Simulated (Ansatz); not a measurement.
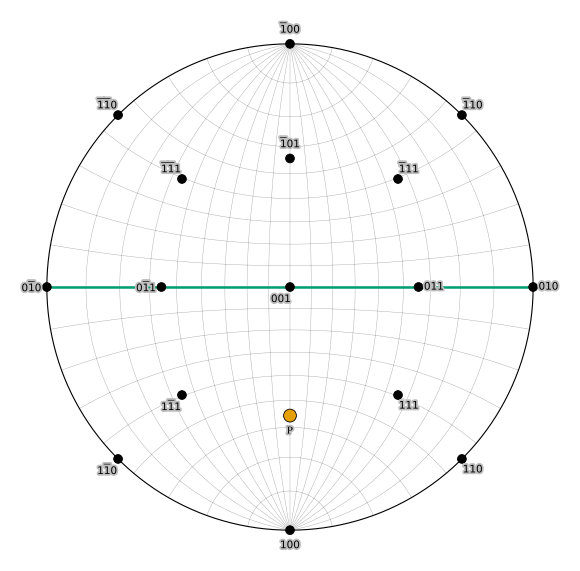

For SiO2, a calculation's input that goes back to an entry of the Crystallography Open Database (an earlier step may have relaxed or displaced it): stereographic projection of plane normals (upper hemisphere) centred on (0 0 1). All values are computed from the atomic coordinates in the standard setting (tolerance 0.002 Å).

a = 5.027 Å, b = 5.027 Å, c = 7.379 Å, α = 90.00°, β = 90.00°, γ = 90.00°.

### Index the pole marked P.

P is (1 0 1), 55.7° from the centre.

### Which zone does the coloured great circle trace?

The zone [1 0 0]: its poles satisfy h = 0.

### What is the angle between the normals of (1 −1 0) and (1 −1 1), and what are their d_hkl = 1/|g|?

25.7°; d = 3.554 Å and 3.202 Å.
